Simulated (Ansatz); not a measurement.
**SiC: density, localisation and related maps**

Input

```
crystal:
  lattice:
    - [2.9621832941, 0.0, 0.0]
    - [-1.4810916471, 2.6633367767, 0.0]
    - [0.0, 0.0, 5.0481087359]
  atoms:
    - { symbol: Si, position: [0.3338022646, 0.6676045292, 0.5006165085] }
    - { symbol: Si, position: [0.6661977354, 0.3323954708, 1.0006165085] }
    - { symbol: C, position: [0.3364596896, 0.6729193793, 0.8743834915] }
    - { symbol: C, position: [0.6635403104, 0.3270806207, 0.3743834915] }
kpoints:
  mp_grid: { grid: [6, 6, 4] }
  band_path:
    path:
      - [0.0, 0.0, 0.0]
      - [0.5, 0.0, 0.0]
      - [0.3333333333, 0.3333333333, 0.0]
      - [0.0, 0.0, 0.5]
      - [0.5, 0.0, 0.5]
      - [0.3333333333, 0.3333333333, 0.5]
      - [0.0, -0.002604, 0.0]
      - [0.34375, 0.328125, 0.0]
    npoints: 1
hamiltonian:
  xc: hse06
scf:
  occupations: { method: fixed }
  n_extra_bands: 5
output:
  forces: true
  stress: true
  eigenvalues: true
  write_density: true
  write_potential: true
  elf: true
  volumetric_format: npy
```

Launched as:

```sh
ansatz run input.yaml --threads 4 --pin off --max-ram 5529MiB --backend cpu --events-out ev --progress --plain --runs-dir out
```

Below, planes, directions and counts refer to the conventional cell (a = 2.96 Å, b = 5.33 Å, c = 5.05 Å, α = 90.00°, β = 90.00°, γ = 90.00°).

Space group Cmc2₁; a structure from a database of computed crystals, not necessarily the ambient phase; started from the database structure prototype, which need not be the ambient phase; changed on purpose from its base cell (uniaxial x strain -3.7%); computed pressure about 8 GPa in this cell.

Method: DFT, HSE06, plane waves, PAW in Ansatz 0.2.0.

In a PAW calculation such maps are meaningful between the atoms, not at the nuclei.

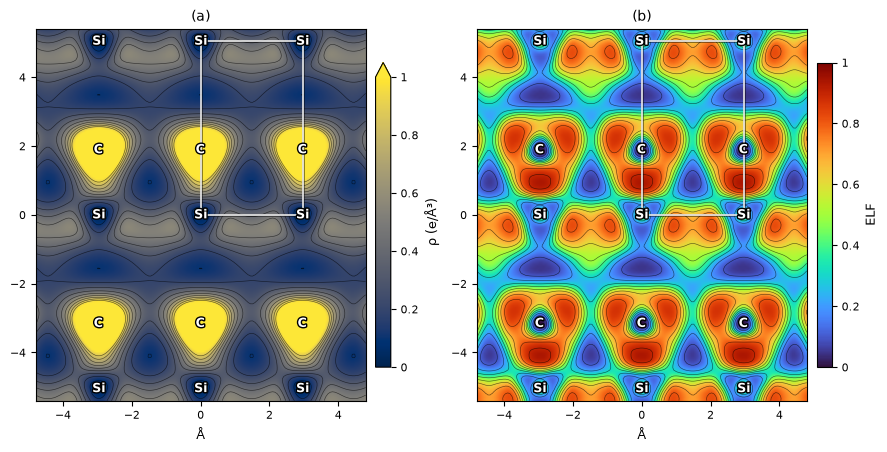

Figure 1. (a) valence charge density (pseudo); (b) ELF on the (010) plane of the conventional cell.

What do the fields say about this system?

Answer. The section cuts through Si and C sites. Atoms just off the plane (Si, 0.9 Å away and C, 0.9 Å away) can leave unmarked features too. Between the atoms the lowest density in this plane is 0.1 e/Å³.

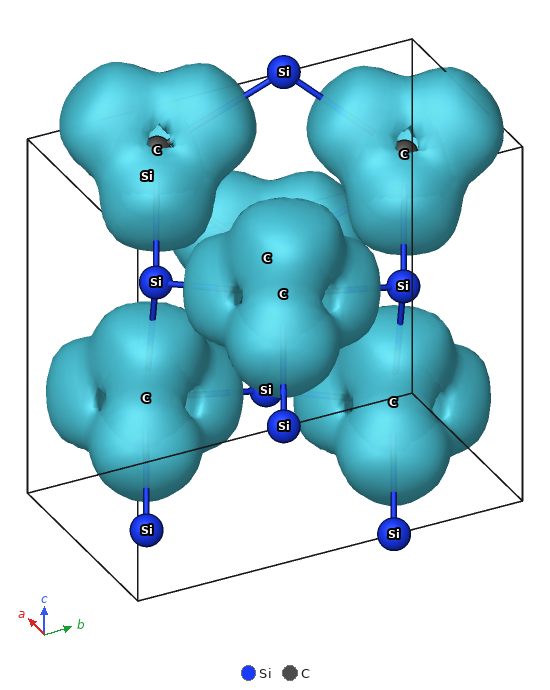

Figure 2. Isosurface of the ELF at 0.7 (cyan), seen at an oblique angle. Only the valence region is drawn (cores and ρ < 0.01 e/Å³ removed). Sticks mark near contacts.

Identify the bonds, lone pairs and shells in this picture.

Answer. At this value the surface marks out four regions on C in which the atom's valence shell and bonds are merged, counted in one cell of 8 atoms. Any copies at cell faces, edges or corners count once. Along the contacts the grid gives the following. Si–C (1.85 Å): the ELF peaks at about 0.95 between the atoms (a covalent bond).

Metal or insulator at this level of theory?

Answer. It is gapped, with a Kohn–Sham gap of 2.8 eV on the k-point mesh (the band edges may lie off the mesh, which would make the gap smaller).
